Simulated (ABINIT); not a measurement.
## Run report: Si, geometry relaxation (part 2 of 4)

Continued. System: Si (P6₃/mmc, 4 atoms in the cell). Method: Kohn-Sham DFT of a periodic cell, PBE, JTH PAW PBE v2.0, no spin polarisation (ABINIT 10.8.3); cutoff 408.17 eV, 6×6×3 k-mesh, fermi-dirac of 0.05 eV. The structure derives from a Materials Project entry.

Geometry of the input (Å; fractional positions):
```
3.8313  0.0000  0.0000
-1.9157  3.3180  0.0000
0.0000  0.0000  6.3326
Si 0.6667  0.3333  0.9370
Si 0.3333  0.6667  0.4370
Si 0.6667  0.3333  0.5630
Si 0.3333  0.6667  0.0630
```

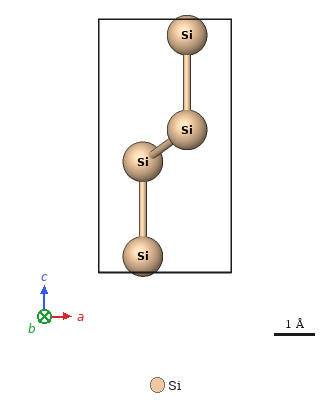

Figure 1. The structure as given in the input (ball-and-stick view of the cell of the calculation, along the b axis).

The program's output, continued:
```
 Difference of energy with previous step (new-old):
           Absolute (Ha)=-9.66289E-05
           Relative     =-6.06070E-06

--- Iteration: ( 3/50) Internal Cycle: (1/1)
--------------------------------------------------------------------------------

---SELF-CONSISTENT-FIELD CONVERGENCE--------------------------------------------

--- !BeginCycle
iteration_state: {dtset: 1, itime: 3, icycle: 1, }
solver: {iscf: 17, nstep: 80, nline: 4, wfoptalg: 10, }
tolerances: {tolvrs: 1.00E-10, }
...

     iter   Etot(hartree)      deltaE(h)  residm     nres2
 ETOT  1  -15.943621032509    -1.594E+01 1.007E-06 1.699E-02
 ETOT  2  -15.943673441974    -5.241E-05 3.093E-07 6.627E-04
 ETOT  3  -15.943677469118    -4.027E-06 6.370E-08 1.396E-04
 ETOT  4  -15.943679765527    -2.296E-06 9.528E-08 6.540E-06
 ETOT  5  -15.943680022743    -2.572E-07 6.520E-08 3.433E-07
 ETOT  6  -15.943680039636    -1.689E-08 4.257E-08 1.588E-08
 ETOT  7  -15.943680040776    -1.140E-09 1.167E-08 1.541E-09
 ETOT  8  -15.943680040904    -1.285E-10 2.032E-08 1.287E-10
 ETOT  9  -15.943680040939    -3.442E-11 5.558E-09 1.384E-11

 At SCF step    9       nres2   =  1.38E-11 < tolvrs=  1.00E-10 =>converged.

 Cartesian components of stress tensor (hartree/bohr^3)
  sigma(1 1)= -1.45180902E-06  sigma(3 2)=  0.00000000E+00
  sigma(2 2)= -1.45180904E-06  sigma(3 1)=  0.00000000E+00
  sigma(3 3)=  9.20457680E-07  sigma(2 1)=  1.49762370E-14

--- !ResultsGS
iteration_state: {dtset: 1, itime: 3, icycle: 1, }
comment   : Summary of ground state results
lattice_vectors:
- [  7.2780702,   0.0000000,   0.0000000, ]
- [ -3.6390351,   6.3029937,   0.0000000, ]
- [  0.0000000,   0.0000000,  12.0249623, ]
lattice_lengths: [   7.27807,    7.27807,   12.02496, ]
lattice_angles: [ 90.000,  90.000, 120.000, ] # degrees, (23, 13, 12)
lattice_volume:   5.5162869E+02
convergence: {deltae: -3.442E-11, res2:  1.384E-11, residm:  5.558E-09, diffor: null, }
etotal    :  -1.59436800E+01
entropy   :   0.00000000E+00
fermie    :   2.04886285E-01
cartesian_stress_tensor: # hartree/bohr^3
- [ -1.45180902E-06,   1.49762370E-14,   0.00000000E+00, ]
- [  1.49762370E-14,  -1.45180904E-06,   0.00000000E+00, ]
- [  0.00000000E+00,   0.00000000E+00,   9.20457680E-07, ]
pressure_GPa:   1.9449E-02
xred      :
- [  6.6667E-01,   3.3333E-01,   9.3707E-01, Si]
- [  3.3333E-01,   6.6667E-01,   4.3707E-01, Si]
- [  6.6667E-01,   3.3333E-01,   5.6293E-01, Si]
- [  3.3333E-01,   6.6667E-01,   6.2932E-02, Si]
cartesian_forces: # hartree/bohr
- [  0.00000000E+00,   5.34001250E-29,   1.44727676E-04, ]
- [ -5.54950378E-29,  -1.06800250E-28,   1.44727676E-04, ]
- [ -1.84983459E-29,  -2.78757501E-40,  -1.44727676E-04, ]
- [  7.39933837E-29,   5.34001250E-29,  -1.44727676E-04, ]
force_length_stats: {min:   1.44727676E-04, max:   1.44727676E-04, mean:   1.44727676E-04, }
...

 Integrated electronic density in atomic spheres:
 ------------------------------------------------
 Atom  Sphere_radius  Integrated_density
    1        1.90945          1.54055910
    2        1.90945          1.54055910
    3        1.90945          1.54055910
    4        1.90945          1.54055910

---OUTPUT-----------------------------------------------------------------------

 Cartesian coordinates (xcart) [bohr]
  3.63903512315719E+00  2.10099790799152E+00  1.12682079535015E+01
 -6.33200426140292E-11  4.20199581598304E+00  5.25572678115083E+00
  3.63903512315719E+00  2.10099790799152E+00  6.76923556355058E+00
 -6.33200426140292E-11  4.20199581598304E+00  7.56754391199872E-01
 Reduced coordinates (xred)
  6.66666666666667E-01  3.33333333333333E-01  9.37068044829819E-01
  3.33333333333333E-01  6.66666666666667E-01  4.37068044829818E-01
  6.66666666666667E-01  3.33333333333333E-01  5.62931955170182E-01
  3.33333333333333E-01  6.66666666666667E-01  6.29319551701817E-02
 Cartesian forces (fcart) [Ha/bohr]; max,rms= 1.44728E-04 8.35586E-05 (free atoms)
  0.00000000000000E+00  5.34001250253596E-29  1.44727676404395E-04
 -5.54950378054097E-29 -1.06800250051555E-28  1.44727676404395E-04
 -1.84983459351366E-29 -2.78757500911207E-40 -1.44727676404395E-04
  7.39933837405463E-29  5.34001250264746E-29 -1.44727676404395E-04
 Gradient of E wrt nuclear positions in reduced coordinates (gred)
 -0.00000000000000E+00 -3.36580652894298E-28 -1.74034485899899E-03
  4.03896783473158E-28  4.71212914052018E-28 -1.74034485899899E-03
  1.34632261157719E-28 -6.73161305788597E-29  1.74034485899899E-03
 -5.38529044630878E-28 -6.73161305788596E-29  1.74034485899899E-03
 Scale of Primitive Cell (acell) [bohr]
  7.27807024637770E+00  7.27807024649777E+00  1.20249623447014E+01
 Real space primitive translations (rprimd) [bohr]
  7.27807024637770E+00  0.00000000000000E+00  0.00000000000000E+00
 -3.63903512328383E+00  6.30299372397456E+00  0.00000000000000E+00
  0.00000000000000E+00  0.00000000000000E+00  1.20249623447014E+01
 Unitary Cell Volume (ucvol) [Bohr^3]=  5.51628686418639E+02
 Angles (23,13,12)= [degrees]
  9.00000000000000E+01  9.00000000000000E+01  1.20000000000318E+02
 Lengths [Bohr]
  7.27807024637770E+00  7.27807024649777E+00  1.20249623447014E+01
 Stress tensor in cartesian coordinates (strten) [Ha/bohr^3]
 -1.45180901754824E-06  1.49762370360195E-14  0.00000000000000E+00
  1.49762370360195E-14 -1.45180904397653E-06  0.00000000000000E+00
  0.00000000000000E+00  0.00000000000000E+00  9.20457679988700E-07
 Total energy (etotal) [Ha]= -1.59436800409389E+01

 Difference of energy with previous step (new-old):
           Absolute (Ha)=-1.03082E-04
           Relative     =-6.46541E-06

--- Iteration: ( 4/50) Internal Cycle: (1/1)
--------------------------------------------------------------------------------

---SELF-CONSISTENT-FIELD CONVERGENCE--------------------------------------------

--- !BeginCycle
iteration_state: {dtset: 1, itime: 4, icycle: 1, }
solver: {iscf: 17, nstep: 80, nline: 4, wfoptalg: 10, }
tolerances: {tolvrs: 1.00E-10, }
...

     iter   Etot(hartree)      deltaE(h)  residm     nres2
 ETOT  1  -15.943680197371    -1.594E+01 5.640E-09 9.114E-06
 ETOT  2  -15.943680228162    -3.079E-08 1.299E-09 4.298E-07
 ETOT  3  -15.943680230230    -2.068E-09 2.863E-09 8.611E-08
 ETOT  4  -15.943680231386    -1.156E-09 6.950E-10 3.975E-09
 ETOT  5  -15.943680231530    -1.447E-10 1.512E-09 2.104E-10
 ETOT  6  -15.943680231543    -1.280E-11 3.769E-10 2.451E-11

 At SCF step    6       nres2   =  2.45E-11 < tolvrs=  1.00E-10 =>converged.

 Cartesian components of stress tensor (hartree/bohr^3)
  sigma(1 1)= -6.31464921E-07  sigma(3 2)=  0.00000000E+00
  sigma(2 2)= -6.31464948E-07  sigma(3 1)=  0.00000000E+00
  sigma(3 3)=  1.50836783E-06  sigma(2 1)=  1.49813606E-14

--- !ResultsGS
iteration_state: {dtset: 1, itime: 4, icycle: 1, }
comment   : Summary of ground state results
lattice_vectors:
- [  7.2788678,   0.0000000,   0.0000000, ]
- [ -3.6394339,   6.3036844,   0.0000000, ]
- [  0.0000000,   0.0000000,  12.0253340, ]
lattice_lengths: [   7.27887,    7.27887,   12.02533, ]
lattice_angles: [ 90.000,  90.000, 120.000, ] # degrees, (23, 13, 12)
lattice_volume:   5.5176664E+02
convergence: {deltae: -1.280E-11, res2:  2.451E-11, residm:  3.769E-10, diffor: null, }
etotal    :  -1.59436802E+01
entropy   :   0.00000000E+00
fermie    :   2.04786270E-01
cartesian_stress_tensor: # hartree/bohr^3
- [ -6.31464921E-07,   1.49813606E-14,   0.00000000E+00, ]
- [  1.49813606E-14,  -6.31464948E-07,   0.00000000E+00, ]
- [  0.00000000E+00,   0.00000000E+00,   1.50836783E-06, ]
pressure_GPa:  -2.4070E-03
xred      :
- [  6.6667E-01,   3.3333E-01,   9.3708E-01, Si]
- [  3.3333E-01,   6.6667E-01,   4.3708E-01, Si]
- [  6.6667E-01,   3.3333E-01,   5.6292E-01, Si]
- [  3.3333E-01,   6.6667E-01,   6.2918E-02, Si]
cartesian_forces: # hartree/bohr
- [ -3.69926382E-29,   6.40731288E-29,   1.19189958E-04, ]
- [  2.21955829E-28,   3.84438773E-28,   1.19189958E-04, ]
- [ -7.39852764E-29,  -6.40731288E-28,  -1.19189958E-04, ]
- [ -1.10977915E-28,   1.92219387E-28,  -1.19189958E-04, ]
force_length_stats: {min:   1.19189958E-04, max:   1.19189958E-04, mean:   1.19189958E-04, }
...

 Integrated electronic density in atomic spheres:
 ------------------------------------------------
 Atom  Sphere_radius  Integrated_density
    1        1.90945          1.53913817
    2        1.90945          1.53913817
    3        1.90945          1.53913817
    4        1.90945          1.53913817

---OUTPUT-----------------------------------------------------------------------

 Cartesian coordinates (xcart) [bohr]
  3.63943389187290E+00  2.10122813721688E+00  1.12687180524113E+01
 -6.33278881605550E-11  4.20245627443377E+00  5.25605104593541E+00
  3.63943389187290E+00  2.10122813721688E+00  6.76928296701641E+00
 -6.33278881605550E-11  4.20245627443377E+00  7.56615960540501E-01
 Reduced coordinates (xred)
  6.66666666666667E-01  3.33333333333333E-01  9.37081501459703E-01
  3.33333333333333E-01  6.66666666666667E-01  4.37081501459702E-01
  6.66666666666667E-01  3.33333333333333E-01  5.62918498540298E-01
  3.33333333333333E-01  6.66666666666667E-01  6.29184985402977E-02
 Cartesian forces (fcart) [Ha/bohr]; max,rms= 1.19190E-04 6.88144E-05 (free atoms)
 -3.69926381839744E-29  6.40731288392468E-29  1.19189957579668E-04
  2.21955829103847E-28  3.84438773042171E-28  1.19189957579668E-04
 -7.39852763679489E-29 -6.40731288399158E-28 -1.19189957579668E-04
 -1.10977914551923E-28  1.92219386517741E-28 -1.19189957579668E-04
 Gradient of E wrt nuclear positions in reduced coordinates (gred)
  2.69264522315439E-28 -5.38529044630877E-28 -1.43329905088506E-03
 -1.61558713389263E-27 -1.61558713389263E-27 -1.43329905088506E-03
  5.38529044630877E-28  3.76970331241614E-27  1.43329905088506E-03
  8.07793566946316E-28 -1.61558713389263E-27  1.43329905088506E-03
 Scale of Primitive Cell (acell) [bohr]
  7.27886778380912E+00  7.27886778392920E+00  1.20253340129518E+01
 Real space primitive translations (rprimd) [bohr]
  7.27886778380912E+00  0.00000000000000E+00  0.00000000000000E+00
 -3.63943389199955E+00  6.30368441165065E+00  0.00000000000000E+00
  0.00000000000000E+00  0.00000000000000E+00  1.20253340129518E+01
 Unitary Cell Volume (ucvol) [Bohr^3]=  5.51766642478941E+02
 Angles (23,13,12)= [degrees]
  9.00000000000000E+01  9.00000000000000E+01  1.20000000000318E+02
 Lengths [Bohr]
  7.27886778380912E+00  7.27886778392920E+00  1.20253340129518E+01
 Stress tensor in cartesian coordinates (strten) [Ha/bohr^3]
 -6.31464921449281E-07  1.49813606120797E-14  0.00000000000000E+00
  1.49813606120797E-14 -6.31464947886901E-07  0.00000000000000E+00
  0.00000000000000E+00  0.00000000000000E+00  1.50836783056755E-06
 Total energy (etotal) [Ha]= -1.59436802315432E+01

 Difference of energy with previous step (new-old):
           Absolute (Ha)=-1.90604E-07
           Relative     =-1.19548E-08

--- Iteration: ( 5/50) Internal Cycle: (1/1)
--------------------------------------------------------------------------------

---SELF-CONSISTENT-FIELD CONVERGENCE--------------------------------------------

--- !BeginCycle
iteration_state: {dtset: 1, itime: 5, icycle: 1, }
solver: {iscf: 17, nstep: 80, nline: 4, wfoptalg: 10, }
tolerances: {tolvrs: 1.00E-10, }
...

     iter   Etot(hartree)      deltaE(h)  residm     nres2
 ETOT  1  -15.943680435848    -1.594E+01 2.861E-09 7.603E-06
 ETOT  2  -15.943680452047    -1.620E-08 6.165E-10 7.118E-07
 ETOT  3  -15.943680452076    -2.871E-11 4.237E-11 1.222E-07
 ETOT  4  -15.943680452469    -3.925E-10 1.292E-10 7.084E-09
 ETOT  5  -15.943680452611    -1.423E-10 1.799E-11 2.686E-10
 ETOT  6  -15.943680452626    -1.507E-11 4.122E-11 2.225E-11

 At SCF step    6       nres2   =  2.23E-11 < tolvrs=  1.00E-10 =>converged.

 Cartesian components of stress tensor (hartree/bohr^3)
  sigma(1 1)=  1.03429293E-07  sigma(3 2)=  0.00000000E+00
  sigma(2 2)=  1.03429267E-07  sigma(3 1)=  0.00000000E+00
  sigma(3 3)=  1.62683541E-06  sigma(2 1)=  1.49871294E-14

--- !ResultsGS
iteration_state: {dtset: 1, itime: 5, icycle: 1, }
comment   : Summary of ground state results
lattice_vectors:
- [  7.2797657,   0.0000000,   0.0000000, ]
- [ -3.6398828,   6.3044620,   0.0000000, ]
- [  0.0000000,   0.0000000,  12.0245669, ]
lattice_lengths: [   7.27977,    7.27977,   12.02457, ]
lattice_angles: [ 90.000,  90.000, 120.000, ] # degrees, (23, 13, 12)
lattice_volume:   5.5186757E+02
convergence: {deltae: -1.507E-11, res2:  2.225E-11, residm:  4.122E-11, diffor: null, }
etotal    :  -1.59436805E+01
entropy   :   0.00000000E+00
fermie    :   2.04684505E-01
cartesian_stress_tensor: # hartree/bohr^3
- [  1.03429293E-07,   1.49871294E-14,   0.00000000E+00, ]
- [  1.49871294E-14,   1.03429267E-07,   0.00000000E+00, ]
- [  0.00000000E+00,   0.00000000E+00,   1.62683541E-06, ]
pressure_GPa:  -1.7983E-02
xred      :
- [  6.6667E-01,   3.3333E-01,   9.3711E-01, Si]
- [  3.3333E-01,   6.6667E-01,   4.3711E-01, Si]
- [  6.6667E-01,   3.3333E-01,   5.6289E-01, Si]
- [  3.3333E-01,   6.6667E-01,   6.2889E-02, Si]
cartesian_forces: # hartree/bohr
- [ -1.29458264E-28,   1.20656175E-27,   6.22877636E-05, ]
- [ -5.54821131E-29,  -3.73713818E-28,   6.22877636E-05, ]
- [ -5.54821131E-29,   1.38807989E-28,  -6.22877636E-05, ]
- [  2.40422490E-28,  -9.71655926E-28,  -6.22877636E-05, ]
force_length_stats: {min:   6.22877636E-05, max:   6.22877636E-05, mean:   6.22877636E-05, }
...

 Integrated electronic density in atomic spheres:
 ------------------------------------------------
 Atom  Sphere_radius  Integrated_density
    1        1.90945          1.53459715
    2        1.90945          1.53459715
    3        1.90945          1.53459715
    4        1.90945          1.53459715

---OUTPUT-----------------------------------------------------------------------

 Cartesian coordinates (xcart) [bohr]
  3.63988284319145E+00  2.10148733938151E+00  1.12683579413947E+01
 -6.33352896141568E-11  4.20297467876301E+00  5.25607451005451E+00
  3.63988284319145E+00  2.10148733938151E+00  6.76849235262589E+00
 -6.33352896141568E-11  4.20297467876301E+00  7.56208921285687E-01
 Reduced coordinates (xred)
  6.66666666666667E-01  3.33333333333333E-01  9.37111337986513E-01
  3.33333333333333E-01  6.66666666666667E-01  4.37111337986513E-01
  6.66666666666667E-01  3.33333333333333E-01  5.62888662013487E-01
  3.33333333333333E-01  6.66666666666667E-01  6.28886620134873E-02
 Cartesian forces (fcart) [Ha/bohr]; max,rms= 6.22878E-05 3.59619E-05 (free atoms)
 -1.29458264001365E-28  1.20656175475502E-27  6.22877636256563E-05
 -5.54821131434422E-29 -3.73713817845916E-28  6.22877636256563E-05
 -5.54821131434422E-29  1.38807989484479E-28 -6.22877636256563E-05
  2.40422490288250E-28 -9.71655926393586E-28 -6.22877636256563E-05
 Gradient of E wrt nuclear positions in reduced coordinates (gred)
  9.42425828104035E-28 -8.07793566946316E-27 -7.48983378443536E-04
  4.03896783473158E-28  2.15411617852351E-27 -7.48983378443536E-04
  4.03896783473158E-28 -1.07705808926175E-27  7.48983378443536E-04
 -1.75021939505035E-27  7.00087758020141E-27  7.48983378443536E-04
 Scale of Primitive Cell (acell) [bohr]
  7.27976568644623E+00  7.27976568656632E+00  1.20245668626804E+01
 Real space primitive translations (rprimd) [bohr]
  7.27976568644623E+00  0.00000000000000E+00  0.00000000000000E+00
 -3.63988284331812E+00  6.30446201814452E+00  0.00000000000000E+00
  0.00000000000000E+00  0.00000000000000E+00  1.20245668626804E+01
 Unitary Cell Volume (ucvol) [Bohr^3]=  5.51867571571085E+02
 Angles (23,13,12)= [degrees]
  9.00000000000000E+01  9.00000000000000E+01  1.20000000000318E+02
 Lengths [Bohr]
  7.27976568644623E+00  7.27976568656632E+00  1.20245668626804E+01
 Stress tensor in cartesian coordinates (strten) [Ha/bohr^3]
  1.03429293103882E-07  1.49871294051503E-14  0.00000000000000E+00
  1.49871294051503E-14  1.03429266656505E-07  0.00000000000000E+00
  0.00000000000000E+00  0.00000000000000E+00  1.62683540633527E-06
 Total energy (etotal) [Ha]= -1.59436804526261E+01

 Difference of energy with previous step (new-old):
           Absolute (Ha)=-2.21083E-07
           Relative     =-1.38665E-08

--- Iteration: ( 6/50) Internal Cycle: (1/1)
--------------------------------------------------------------------------------

---SELF-CONSISTENT-FIELD CONVERGENCE--------------------------------------------

--- !BeginCycle
iteration_state: {dtset: 1, itime: 6, icycle: 1, }
solver: {iscf: 17, nstep: 80, nline: 4, wfoptalg: 10, }
tolerances: {tolvrs: 1.00E-10, }
...

     iter   Etot(hartree)      deltaE(h)  residm     nres2
 ETOT  1  -15.943680615144    -1.594E+01 5.097E-09 4.759E-06
 ETOT  2  -15.943680601478     1.367E-08 3.457E-11 7.526E-07
 ETOT  3  -15.943680598145     3.333E-09 9.700E-11 3.491E-08
 ETOT  4  -15.943680598392    -2.472E-10 4.968E-12 6.886E-09
 ETOT  5  -15.943680598473    -8.110E-11 3.566E-12 4.561E-10
 ETOT  6  -15.943680598484    -1.067E-11 1.885E-12 4.411E-11

 At SCF step    6       nres2   =  4.41E-11 < tolvrs=  1.00E-10 =>converged.

 Cartesian components of stress tensor (hartree/bohr^3)
  sigma(1 1)=  3.06239721E-07  sigma(3 2)=  0.00000000E+00
  sigma(2 2)=  3.06239695E-07  sigma(3 1)=  0.00000000E+00
  sigma(3 3)=  1.01745259E-06  sigma(2 1)=  1.49907764E-14
```
